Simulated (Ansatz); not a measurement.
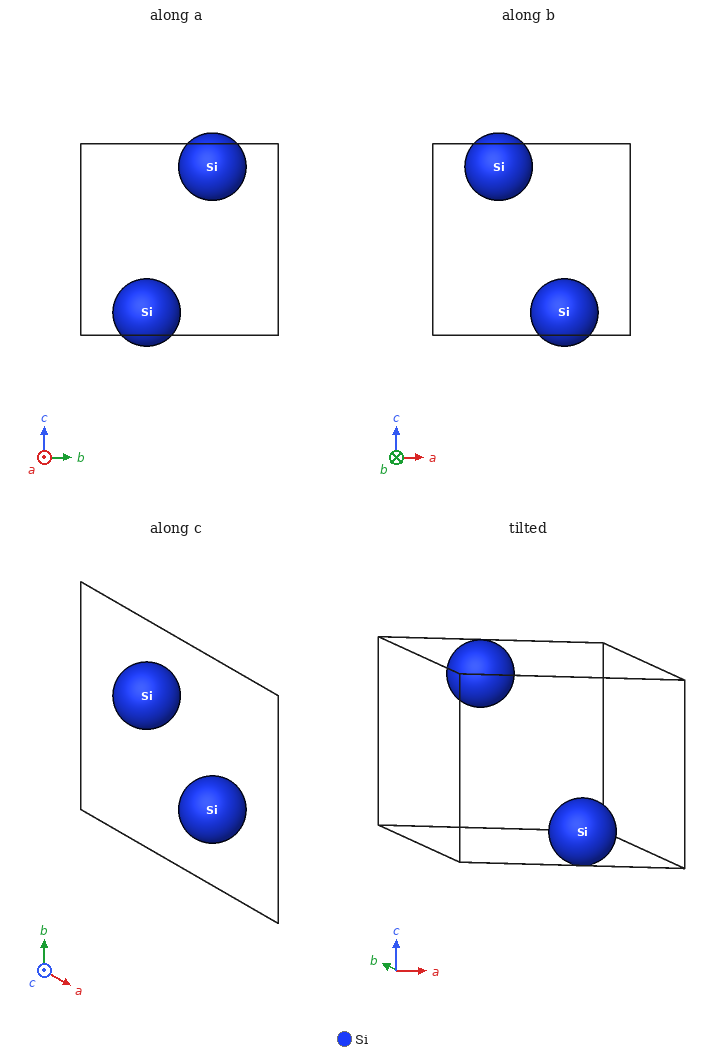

Structure drawing (spheres-only), viewed along the a axis, along the b axis, along the c axis and slightly off an axis. The parallelepiped is the conventional unit cell.

Lattice parameters: a = 3.8422 Å, b = 3.8422 Å, c = 3.2268 Å, α = 90.000°, β = 90.000°, γ = 120.000°.

Q: Turn the picture into a CIF in P1 with every atom of the cell, with free fractional coordinates to two decimals.

A:
```cif
data_structure
_symmetry_space_group_name_H-M 'P 1'
_symmetry_Int_Tables_number 1
_cell_length_a 3.8422
_cell_length_b 3.8422
_cell_length_c 3.2268
_cell_angle_alpha 90.000
_cell_angle_beta 90.000
_cell_angle_gamma 120.000
_cell_volume 41.25
loop_
_atom_site_label
_atom_site_type_symbol
_atom_site_fract_x
_atom_site_fract_y
_atom_site_fract_z
_atom_site_occupancy
Si1 Si 0.3333 0.6667 0.88 1
Si2 Si 0.6667 0.3333 0.12 1
```

The cell started as a structure type filled with this element by a generator (whether the element takes this form wasn't checked). Earlier steps of the study may have refined or changed the cell and positions. An electronic-structure calculation with Ansatz was run on it.
